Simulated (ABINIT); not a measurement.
## Run report: MoS2, geometry relaxation (part 4 of 4)

MoS2 (P-6m2, 3 atoms in the cell); Kohn-Sham DFT of a periodic cell, LDA, HGH LDA, no spin polarisation (ABINIT 10.8.3); cutoff 1034.03 eV, 8×8×2 k-mesh, fermi-dirac of 0.05 eV. The structure derives from a Materials Project entry.

Geometry of the input (Å; fractional positions):
```
3.1841  0.0000  0.0000
-1.5921  2.7575  0.0000
0.0000  0.0000  17.3346
Mo 0.0000  0.0000  0.0000
S  0.3333  0.6667  0.9105
S  0.3333  0.6667  0.0895
```

Trajectory as extended XYZ, continued
```
3
Lattice="3.1390 0.0000 0.0000 -1.5695 2.7185 0.0000 0.0000 0.0000 17.3722" Properties=species:S:1:pos:R:3:forces:R:3 step=5 energy=-778.83749
Mo    0.0000    0.0000    0.0000    0.0000   0.0000   0.0000
S     0.0000    1.8123   15.8108    0.0000   0.0000  -0.0011
S     0.0000    1.8123    1.5614    0.0000   0.0000   0.0011
3
Lattice="3.1391 0.0000 0.0000 -1.5696 2.7185 0.0000 0.0000 0.0000 17.3723" Properties=species:S:1:pos:R:3:forces:R:3 step=6 energy=-778.83749
Mo    0.0000    0.0000    0.0000    0.0000   0.0000   0.0000
S     0.0000    1.8124   15.8108    0.0000   0.0000   0.0000
S     0.0000    1.8124    1.5615    0.0000   0.0000   0.0000
```

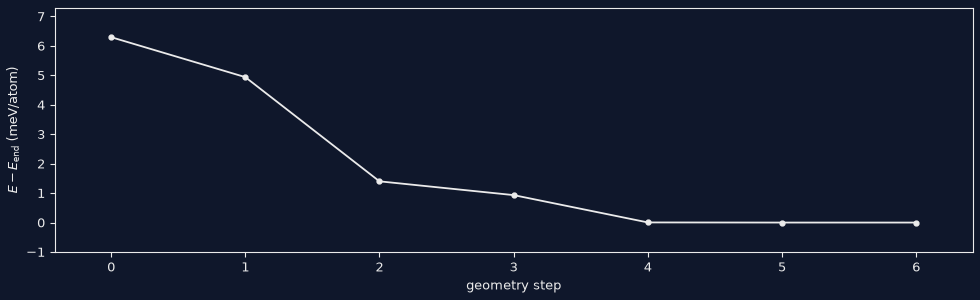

*Progress of the relaxation, step by step (steps are counted from 0).*

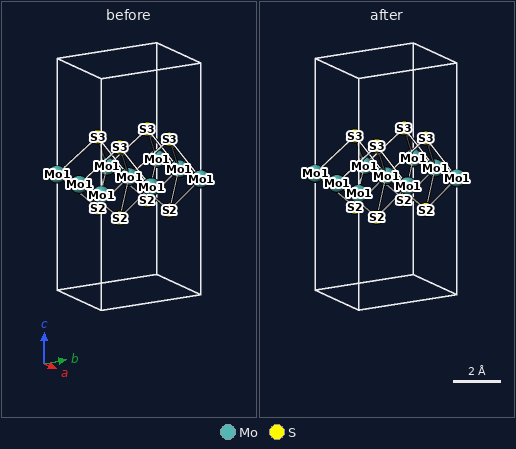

*Before (left) and after (right) the relaxation, at one scale (ball-and-stick view of the 2 × 2 repeat of the cell, with the vacuum cut short, seen slightly off an axis).*

After 6 geometry steps the energy has fallen by 6.3 meV per atom. Largest force component: 0.098 eV/Å at the start, under 0.0001 eV/Å at the end. The largest moves relative to the cell, 0.010 Å, are those of S2 and S3. Mo stays in place. In the plane the drawn cell goes a 6.368 → 6.278 Å (−1.4 %), b 6.368 → 6.278 Å (−1.4 %). Among the contacts that change: Mo1–S2 2.405 → 2.392 Å. The space group stays P-6m2 (No. 187). (Atoms are counted from 1 in the order of the input.)

Key numbers

```csv
quantity,value
outcome,converged
space group (tolerance 0.01 Å),P-6m2 (187)
electrons treated,18
free energy,−778.8375 eV
Fermi energy,−1.680 eV
gap on the k-point mesh,2.17 eV
pressure,0.00 GPa
final volume,148.25 Å³
largest force (length of the vector) at the end,under 0.001 eV/Å
final cell,"a = 3.139 Å, b = 3.139 Å, c = 17.372 Å, α = 90.00°, β = 90.00°, γ = 120.00°"
hardware,"4 threads of Arm Neoverse V2, 128 GiB of memory available, shared host"
wall time,7.6 min (CPU time 30 min)
peak memory,0.6 GiB
```
